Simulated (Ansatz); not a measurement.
## Electronic structure of PbO₂ in real space

Input

```
crystal:
  lattice:
    - [4.9506327352, 0.0, 0.0]
    - [0.0, 4.9506327352, 0.0]
    - [0.0, 0.0, 3.3797247065]
  atoms:
    - { symbol: Pb, position: [0.0, 0.0, 0.0] }
    - { symbol: Pb, position: [0.5, 0.5, 0.5] }
    - { symbol: O, position: [0.3076225152, 0.3076225152, 0.0] }
    - { symbol: O, position: [0.1923774848, 0.8076225152, 0.5] }
    - { symbol: O, position: [0.6923774848, 0.6923774848, 0.0] }
    - { symbol: O, position: [0.8076225152, 0.1923774848, 0.5] }
basis:
  ecutwfc: 420
kpoints:
  mp_grid: { grid: [8, 8, 10] }
hamiltonian:
  xc: pbesol
scf:
  occupations: { method: gaussian, width: 0.1 }
output:
  forces: true
  stress: true
  eigenvalues: true
  write_density: true
  write_potential: true
  elf: true
  volumetric_format: npy
relax:
  adjacent_minimum: "off"
  f_tol: 0.008
  max_steps: 50
  cell: { stress_tol: 0.08, p_target: 3.0 }
```

Command:

```sh
ansatz run input.yaml --threads 1 --pin off --max-ram 2560MiB --backend cpu --events-out ev --progress --plain --runs-dir out
```

Below, planes, directions and counts refer to the conventional cell (a = 4.95 Å, b = 4.95 Å, c = 3.41 Å, α = 90.00°, β = 90.00°, γ = 90.00°).

The fields are those of the run's last geometry, not of the input's.

Space group P4₂/mnm; computed pressure about 3 GPa in this cell.

These are results of Ansatz, DFT PBEsol, scalar-relativistic, plane waves, PAW, not measurements.

Core electrons are frozen (PAW), and the valence fields are smoothed inside the atomic spheres.

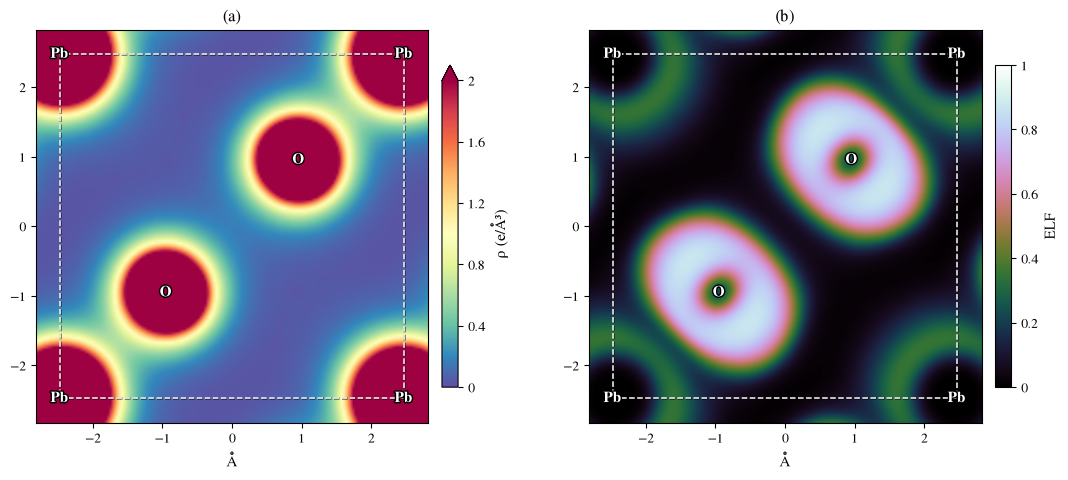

Figure 1. (a) valence electron density; (b) electron localisation function on the (001) plane of the conventional cell.

What does the map show?

Answer.
- The plane passes through Pb and O nuclei.
- Pb–O (2.15 Å): ρ is about 0.65 e/Å³ halfway; the ELF peaks at about 0.80 in the valence shell of O, 0.6 Å from its nucleus, and drops to about 0.25 between the two atoms.
- Between the atoms the lowest density in this plane is 0.03 e/Å³.
- The ELF also peaks beside O, away from the bonds: lone-pair regions.

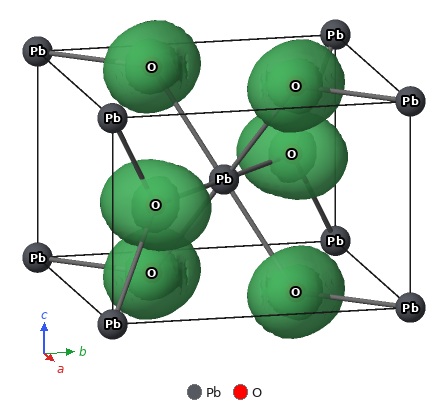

Figure 2. Isosurface of the electron localisation function at 0.75 (green), seen slightly off an axis. Core shells and regions of very low density are left out. Sticks mark near contacts.

Identify the bonds, lone pairs and shells in this picture.

Answer. The surface consists of four regions wrapped around O (the valence shell of each), counted in one cell of 6 atoms. Any copies at cell faces, edges or corners count once.

Does the calculation give a band gap?

Answer. It is metallic or semimetallic at this level of theory: no gap opens.
